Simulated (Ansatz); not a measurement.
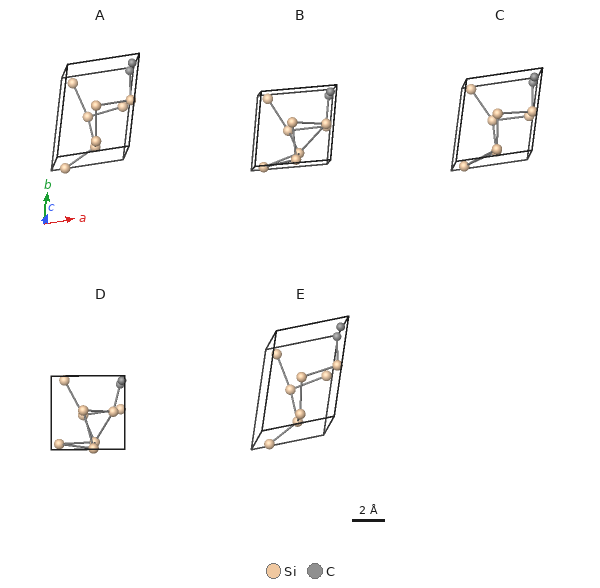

5 geometries from one relaxation of a crystal of Si₄C (a generated structure, set up in P1) (coarse preliminary run), in shuffled order. A ball-and-stick model of the cell of the calculation, seen along the c axis.

Level of theory: Ansatz 0.2.0, DFT PBE, scalar-relativistic, plane waves, PAW. (plane-wave cutoff 420 eV; k-point mesh 4 × 4 × 4; occupations gaussian; smearing width 0.1 eV; no spin polarisation; cell and atoms relaxed; force threshold 0.04 eV/Å; at most 70 steps)

Order the frames from highest to lowest energy.

D, B, C, A, E. They are steps 0, 5, 8, 11, 25, at +224 meV per atom, +169 meV per atom, +108 meV per atom, +66.5 meV per atom relative to the last. The energy falls by 224 meV per atom in 20 accepted moves (25 points after the start). Largest force component: 1.3 eV/Å at the start, 0.0097 eV/Å at the end. Pressure: 4.26 GPa at the start and 0.04 GPa at the end. The line search rejected the trial steps at points 12, 21, 23 of the run. The SCF was repeated twice at an unchanged geometry on a basis and grid sized afresh for the cell, which shifted the energy by 38.8 meV per atom at most. The largest moves relative to the cell, 1.11 Å, are those of Si atoms. Largest moves by element: Si 1.11 Å, C 0.35 Å. The volume changes by +17.4 %, with a 4.738 → 4.816 Å (+1.7 %), b 4.807 → 6.733 Å (+40.1 %), c 6.203 → 6.162 Å (−0.7 %), α 79.6° → 62.8°, β 86.0° → 71.6°, γ 88.9° → 68.5°. Some distances before and after: Si–Si 2.520 → 4.899 Å, Si–Si 3.059 → 5.302 Å, Si–Si 2.838 → 4.860 Å, Si–Si 2.401 → 4.262 Å. Bonds break: Si–Si (2.61 → 4.44 Å). Bond angles that change, for instance: Si–Si–C 167.0° → 124.6°, Si–Si–Si 89.4° → 124.8°, Si–Si–C 144.4° → 110.6°. The space group stays P1 (No. 1).
